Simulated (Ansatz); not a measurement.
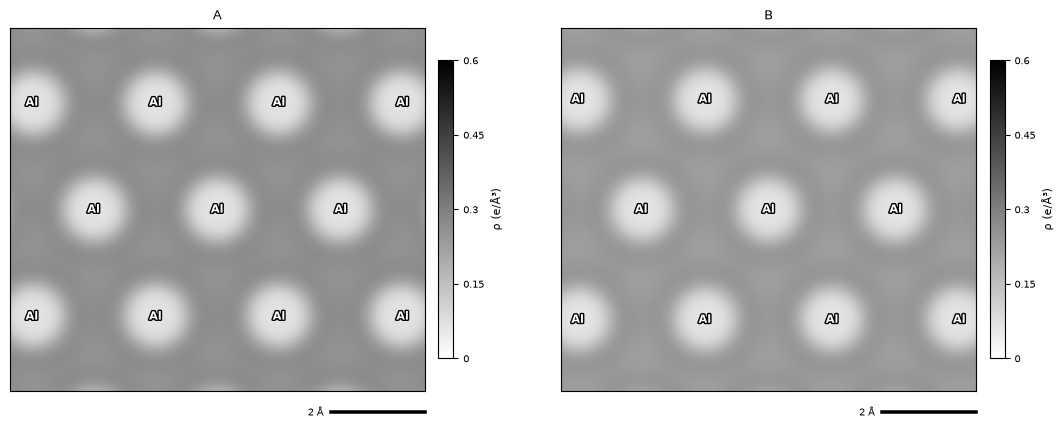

Al. The valence charge density (pseudo) of two cells that differ in size, on the (100) plane of each (indices in the axes of the calculation cell), at one length scale and on one colour scale; one has 12.9 and the other 14.1 Å³ an atom.

Method: DFT PBEsol, scalar-relativistic, plane waves, PAW in Ansatz 0.2.0.

Core electrons are frozen (PAW), and the valence fields are smoothed inside the atomic spheres.

The larger cell:

```
Al
1.0
     0.00000    1.91881    1.91881
     1.91881    0.00000    1.91881
     1.91881    1.91881    0.00000
Al
1
Direct
  0.00000 0.00000 0.00000
```

The smaller cell: a = 2.635 Å, b = 2.635 Å, c = 2.635 Å, α = 60.00°, β = 60.00°, γ = 60.00°.

Question: Which panel shows the smaller cell, and what does the compression change?

Answer: Panel A is the smaller cell, by 8 % in volume. From the larger cell to the smaller, Al–Al goes from 2.71 to 2.64 Å, and the density at its midpoint from 0.24 to 0.27 e/Å³; the pressure goes from 15 to 30 GPa.
